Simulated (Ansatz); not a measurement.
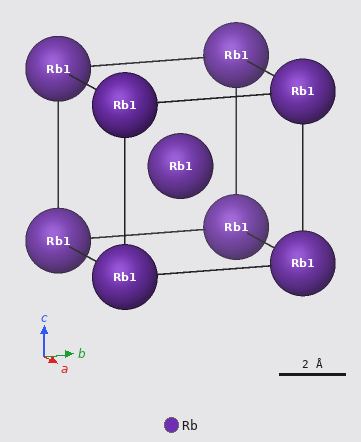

Fig. 1: The input geometry of the first run (spheres-only view of the cell 2 times as large as that of the calculation, set on its symmetry axes, seen slightly off an axis; atoms are numbered from 1 in the order of the input).

**Two runs on Rb**

System: Rb (1 atom in the cell).
Method of the first run: Kohn-Sham DFT of a periodic cell, r2SCAN0, Ansatz PAW earlier set, no spin polarisation (Ansatz 0.2.0).

The structure derives from a Materials Project entry. Text and figures count atoms from 1; the logs count them from 0 in places.

**Input file, the first run**
```yaml
crystal:
  lattice:
    - [-2.9145811306, 2.9145811306, 2.6939373577]
    - [2.9145811306, -2.9145811306, 2.6939373577]
    - [2.9145811306, 2.9145811306, -2.6939373577]
  atoms:
    - { symbol: Rb, position: [0.0, 0.0, 0.0] }
hamiltonian:
  xc: r2scan0
  pseudopotentials: { kind: paw, source: ansatz }
kpoints:
  mp_grid: { grid: [4, 4, 4] }
scf:
  occupations: { method: gaussian, width: 0.1 }
output:
  forces: true
  stress: true
  eigenvalues: true
```

Command:
```bash
ansatz run input.yaml --threads 1 --pin off --max-ram 2560MiB --backend cpu --events-out ev --progress --plain --runs-dir out
```

Hardware: 1 thread of Intel Xeon (Granite Rapids), 192 GiB of memory available, shared host.

**Output, shortened to warnings, some set-up lines, iterations and results (the first run)**
```
Warning: output.stress: scf.convergence.dr2_threshold = 1e-7 eV (the SCF's general default) is looser than the 1e-10 eV advised for a printed stress (1e-10 eV for each atom of the cell: 1). What an SCF threshold leaves in a stress goes as its square root, and in the free energy as the threshold itself, and one threshold admits the most on a small cell: of the crystals measured, under no hybrid …
Warning: output.stress: scf.exx.energy_threshold = 1e-6 eV is looser than the 1e-8 eV advised for a stress under a hybrid functional (1e-8 eV for each atom of the cell: 1). Every SCF of the exchange loop can meet its threshold on dr2 while the loop round them stops early: no threshold on dr2 bounds what that leaves in the stress. Set scf.exx.energy_threshold to 1e-8 eV or tighter. The threshold …
Basis set: ecut = 390 eV, 1609 PW (Γ), exchange–correlation on 128×128×128 points (64 copies of the dense FFT grid, shifted against one another)
Symmetry: 16 space group operations
k-points: 13 of 64
Initial density: superposition of atomic densities (chi_scale 0.1, normalization cell)
[...]
SCF iter   1: F=—  HF=-3284.504073 eV  |F-HF|=—  |Δ(HF+E_count)|=         —  Δρ=3.43e-3  dr2=2.57e-2  dr2_τ=1.86e-4  ethr=2.76e-4  ⟨swp⟩=7.7  Hψ=917  notcnv=0
SCF iter   2: F=—  HF=-3284.517638 eV  |F-HF|=—  |Δ(HF+E_count)|=   1.36e-2  Δρ=1.33e-3  dr2=3.82e-3  dr2_τ=1.16e-4  ethr=2.76e-4  ⟨swp⟩=3.5  Hψ=319  notcnv=0
SCF iter   3: F=—  HF=-3284.521475 eV  |F-HF|=—  |Δ(HF+E_count)|=   3.84e-3  Δρ=4.86e-4  dr2=2.84e-4  dr2_τ=1.05e-5  ethr=3.14e-6  ⟨swp⟩=2.0  Hψ=457  notcnv=0
SCF iter   4: F=—  HF=-3284.522018 eV  |F-HF|=—  |Δ(HF+E_count)|=   5.43e-4  Δρ=6.47e-5  dr2=3.61e-6  dr2_τ=2.64e-7  ethr=3.14e-6  ⟨swp⟩=3.1  Hψ=230  notcnv=0
SCF iter   5: F=—  HF=-3284.522020 eV  |F-HF|=—  |Δ(HF+E_count)|=   2.35e-6  Δρ=8.79e-6  dr2=6.68e-8  dr2_τ=3.47e-9  ethr=4.01e-8  ⟨swp⟩=3.7  Hψ=246  notcnv=0
[... 9 lines ...]
SCF iter   2: F=—  HF=-3284.322313 eV  |F-HF|=—  |Δ(HF+E_count)|=   6.14e-8  Δρ=2.19e-6  dr2=1.87e-6  dr2_τ=4.48e-10  ethr=1.32e-9  ⟨swp⟩=3.0  Hψ=226  notcnv=0
SCF iter   3: F=—  HF=-3284.322345 eV  |F-HF|=—  |Δ(HF+E_count)|=   3.18e-5  Δρ=7.90e-6  dr2=1.11e-7  dr2_τ=2.43e-9  ethr=3.52e-11  ⟨swp⟩=4.8  Hψ=422  notcnv=0  defer=5
SCF iter   4: F=—  HF=-3284.322345 eV  |F-HF|=—  |Δ(HF+E_count)|=   7.08e-8  Δρ=5.80e-7  dr2=2.18e-8  dr2_τ=2.77e-11  ethr=3.52e-11  ⟨swp⟩=3.6  Hψ=297  notcnv=0  defer=1
SCF iter   5: F=-3284.322345 eV  HF=-3284.322345 eV  |F-HF|=3.15e-9  |Δ(HF+E_count)|=   1.22e-7  Δρ=1.31e-6  dr2=3.45e-9  dr2_τ=4.60e-11  ethr=6.55e-12  ⟨swp⟩=4.4  Hψ=299  …
SCF 3 converged in 5 iterations: F = -3284.322345 eV  dr2 = 3.45e-9
  Residual-converged pass: ⟨swp⟩=2.7  Hψ=181  notcnv=0  max |occ|·‖R‖ = 2.4e-6 eV (tolerance 2.4e-6 eV)  dr2=3.45e-9  dr2_τ=4.59e-11  dr2_onsite=5.47e-11  max |Δocc| = 8.2e-19
hybrid outer 2: dexx = +8.602e-8 eV, tail = 7.17e-9 eV, Δε = 5.77e-4 eV (about 5.09e-5 eV left of the loop's levels)
hybrid SCF converged: 2 outer / 9 inner (+7 warm-up), last move |dexx| = 8.60e-8 eV, tail = 7.17e-9 eV
Stability not checked: this state was not tested for a lower state beside it, because the functional holds exact exchange (a hybrid, or Hartree-Fock), whose exchange loop this test does not read (fock_operator; see scf.lower_state_search)
Free energy (F): -3284.322345 eV
Frozen-core exchange: fock
Harris-Foulkes:  -3284.322345 eV  (|F-HF|=3.15e-9)
Internal energy: -3284.312829 eV  (E = F + TS)
E sigma→0 (E₀):  -3284.317587 eV
Entropy (-TS):   -0.009516 eV (-9.516 meV/atom)
Fermi energy:    1.834965 eV
--- Per-component energies (eV) ---
  E_band       = -139.677874
  E_kinetic    = 159.542146
  E_local      = -342.982439  (includes V_loc(G=0)·N_el)
  E_nonlocal   = -161.585986
  E_hartree    = 199.989445
  E_xc         = -72.988334
  E_vxc        = -96.303616  (∫ρ·V_xc dr)
  E_exx        = -22.981887  (= α·E_x^exact, valence–valence)
  E_paw        = -2669.156156  (= ΣΔE_a)
  E_vpaw       = -57.323161  (= ΣTr[D̂ρ^β])
  E_aug_tail   = 0.000007  (compensation charges beyond the density's cutoff)
  E_vtau       = 4.959423  (kinetic-family band-sum trace: ∫τ·v_τ [+ j·A + Jᵃ·Aᵃ] dr)
  E_ewald      = -373.710679
  E_core_change = -0.438946  (= ΣΔE_core)
  E_smearing   = -0.009516  (= −TS)
  E_closure    = -0.000000  (closes the sum)
  Σ components = -3284.322345   (vs F -3284.322345, Δ=0.00e0)
--- Forces (eV/Å), atoms counted from 1 ---
  atom   1  Rb     0.00000000    -0.00000000    -0.00000000
  max |Σ_I F_I| component: 1.54e-33 eV/Å
--- Stress (GPa, compression-positive) ---
        0.337123       0.000000       0.000000
        0.000000       0.337123       0.000000
        0.000000       0.000000      -0.070632
  P = ⅓ Tr σ = 0.2012 GPa (2.012 kbar)
```

The input of the second run differs as follows (lines with − go, lines with + come):
```diff
-    - [-2.9145811306, 2.9145811306, 2.6939373577]
-    - [2.9145811306, -2.9145811306, 2.6939373577]
-    - [2.9145811306, 2.9145811306, -2.6939373577]
+    - [-2.9346823254, 2.9346823254, 2.7125168232]
+    - [2.9346823254, -2.9346823254, 2.7125168232]
+    - [2.9346823254, 2.9346823254, -2.7125168232]
```

What does this change do to the results?

With the same functional and potentials, the second run lies 2.0 meV per atom lower. The volume per atom goes from 91.54 to 93.44 Å³. The cell is scaled evenly with the atoms at fixed fractional positions, so −ΔP/Δ ln V estimates the bulk modulus midway between the two volumes: about 3.1 GPa. The SCF takes 15 iterations against 16.

**Output, shortened to warnings, some set-up lines, iterations and results (the second run)**
```
Warning: output.stress: scf.convergence.dr2_threshold = 1e-7 eV (the SCF's general default) is looser than the 1e-10 eV advised for a printed stress (1e-10 eV for each atom of the cell: 1). What an SCF threshold leaves in a stress goes as its square root, and in the free energy as the threshold itself, and one threshold admits the most on a small cell: of the crystals measured, under no hybrid …
Warning: output.stress: scf.exx.energy_threshold = 1e-6 eV is looser than the 1e-8 eV advised for a stress under a hybrid functional (1e-8 eV for each atom of the cell: 1). Every SCF of the exchange loop can meet its threshold on dr2 while the loop round them stops early: no threshold on dr2 bounds what that leaves in the stress. Set scf.exx.energy_threshold to 1e-8 eV or tighter. The threshold …
Basis set: ecut = 390 eV, 1609 PW (Γ), exchange–correlation on 128×128×128 points (64 copies of the dense FFT grid, shifted against one another)
Symmetry: 16 space group operations
k-points: 13 of 64
Initial density: superposition of atomic densities (chi_scale 0.1, normalization cell)
[...]
SCF iter   1: F=—  HF=-3284.503835 eV  |F-HF|=—  |Δ(HF+E_count)|=         —  Δρ=3.38e-3  dr2=2.56e-2  dr2_τ=1.86e-4  ethr=2.75e-4  ⟨swp⟩=7.8  Hψ=927  notcnv=0
SCF iter   2: F=—  HF=-3284.519186 eV  |F-HF|=—  |Δ(HF+E_count)|=   1.54e-2  Δρ=1.32e-3  dr2=3.91e-3  dr2_τ=1.15e-4  ethr=2.75e-4  ⟨swp⟩=3.6  Hψ=321  notcnv=0
SCF iter   3: F=—  HF=-3284.523129 eV  |F-HF|=—  |Δ(HF+E_count)|=   3.94e-3  Δρ=4.78e-4  dr2=2.82e-4  dr2_τ=1.06e-5  ethr=3.12e-6  ⟨swp⟩=2.0  Hψ=457  notcnv=0
SCF iter   4: F=—  HF=-3284.523677 eV  |F-HF|=—  |Δ(HF+E_count)|=   5.48e-4  Δρ=6.54e-5  dr2=3.84e-6  dr2_τ=2.70e-7  ethr=3.12e-6  ⟨swp⟩=3.1  Hψ=230  notcnv=0
SCF iter   5: F=—  HF=-3284.523679 eV  |F-HF|=—  |Δ(HF+E_count)|=   2.12e-6  Δρ=9.04e-6  dr2=7.39e-8  dr2_τ=3.57e-9  ethr=4.27e-8  ⟨swp⟩=3.5  Hψ=241  notcnv=0
[... 8 lines ...]
SCF iter   1: F=—  HF=-3284.324322 eV  |F-HF|=—  |Δ(HF+E_count)|=         —  Δρ=6.43e-6  dr2=1.64e-6  dr2_τ=1.17e-9  ethr=5.47e-8  ⟨swp⟩=5.7  Hψ=379  notcnv=0
SCF iter   2: F=—  HF=-3284.324322 eV  |F-HF|=—  |Δ(HF+E_count)|=   3.43e-8  Δρ=2.95e-6  dr2=1.55e-6  dr2_τ=2.74e-10  ethr=1.28e-9  ⟨swp⟩=2.5  Hψ=182  notcnv=0
SCF iter   3: F=—  HF=-3284.324353 eV  |F-HF|=—  |Δ(HF+E_count)|=   3.14e-5  Δρ=3.18e-6  dr2=3.77e-8  dr2_τ=2.03e-10  ethr=1.68e-10  ⟨swp⟩=4.3  Hψ=298  notcnv=0  defer=1
SCF iter   4: F=-3284.324353 eV  HF=-3284.324353 eV  |F-HF|=1.16e-10  |Δ(HF+E_count)|=   1.15e-8  Δρ=4.16e-7  dr2=1.25e-8  dr2_τ=8.30e-12  ethr=1.68e-10  ⟨swp⟩=3.0  Hψ=223  …
SCF 3 converged in 4 iterations: F = -3284.324353 eV  dr2 = 1.25e-8
  Residual-converged pass: ⟨swp⟩=3.4  Hψ=212  notcnv=0  max |occ|·‖R‖ = 2.1e-6 eV (tolerance 2.4e-6 eV)  dr2=1.25e-8  dr2_τ=8.27e-12  dr2_onsite=1.22e-11  max |Δocc| = 1.5e-17
hybrid outer 2: dexx = +9.085e-8 eV, tail = 2.51e-8 eV, Δε = 5.57e-4 eV (about 1.01e-4 eV left of the loop's levels)
hybrid SCF converged: 2 outer / 8 inner (+7 warm-up), last move |dexx| = 9.08e-8 eV, tail = 2.51e-8 eV
Stability not checked: this state was not tested for a lower state beside it, because the functional holds exact exchange (a hybrid, or Hartree-Fock), whose exchange loop this test does not read (fock_operator; see scf.lower_state_search)
Free energy (F): -3284.324353 eV
Frozen-core exchange: fock
Harris-Foulkes:  -3284.324353 eV  (|F-HF|=1.16e-10)
Internal energy: -3284.314837 eV  (E = F + TS)
E sigma→0 (E₀):  -3284.319595 eV
Entropy (-TS):   -0.009516 eV (-9.516 meV/atom)
Fermi energy:    1.749438 eV
--- Per-component energies (eV) ---
  E_band       = -140.521540
  E_kinetic    = 159.493327
  E_local      = -347.253014  (includes V_loc(G=0)·N_el)
  E_nonlocal   = -161.565667
  E_hartree    = 201.694269
  E_xc         = -72.964099
  E_vxc        = -96.275808  (∫ρ·V_xc dr)
  E_exx        = -22.976781  (= α·E_x^exact, valence–valence)
  E_paw        = -2669.152997  (= ΣΔE_a)
  E_vpaw       = -57.319418  (= ΣTr[D̂ρ^β])
  E_aug_tail   = 0.000007  (compensation charges beyond the density's cutoff)
  E_vtau       = 4.964210  (kinetic-family band-sum trace: ∫τ·v_τ [+ j·A + Jᵃ·Aᵃ] dr)
  E_ewald      = -371.150936
  E_core_change = -0.438946  (= ΣΔE_core)
  E_smearing   = -0.009516  (= −TS)
  E_closure    = 0.000000  (closes the sum)
  Σ components = -3284.324353   (vs F -3284.324353, Δ=0.00e0)
--- Forces (eV/Å), atoms counted from 1 ---
  atom   1  Rb     0.00000000     0.00000000     0.00000000
  max |Σ_I F_I| component: 9.86e-32 eV/Å
--- Stress (GPa, compression-positive) ---
        0.269889      -0.000000       0.000000
       -0.000000       0.269889       0.000000
        0.000000       0.000000      -0.128441
  P = ⅓ Tr σ = 0.1371 GPa (1.371 kbar)
```

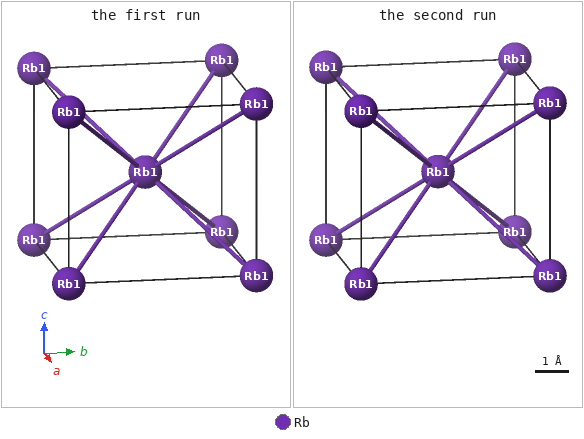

Fig. 2: The two input geometries at one scale (ball-and-stick view of the cell 2 times as large as that of the calculation, set on its symmetry axes, seen slightly off an axis). The atoms keep their places relative to the cell (all moves are under 0.005 Å). Cell: a = b 5.829 → 5.869 Å (+0.7 %), c 5.388 → 5.425 Å (+0.7 %). Volume +2.1 %. Among the contacts that change: Rb1–Rb1 4.924 → 4.958 Å.

**The two runs side by side**

```tsv
quantity	the first run	the second run
outcome	converged	converged
free energy per atom (eV)	−3284.3223	−3284.3244
energy per atom, smearing taken to zero (eV)	−3284.3176	−3284.3196
gap on the mesh (eV)	0.00	0.00
pressure (GPa)	0.20	0.14
volume per atom (Å³)	91.54	93.44
largest force (eV/Å)	0.000	0.000
SCF iterations	16	15
irreducible k-points	13	13
plane waves at Γ	1609	1609
wall time (shared host)	15 s	15 s
```

For both runs: Warnings: the exchange loop's threshold is looser than advised for the stress; the SCF threshold is looser than advised for the printed stress.
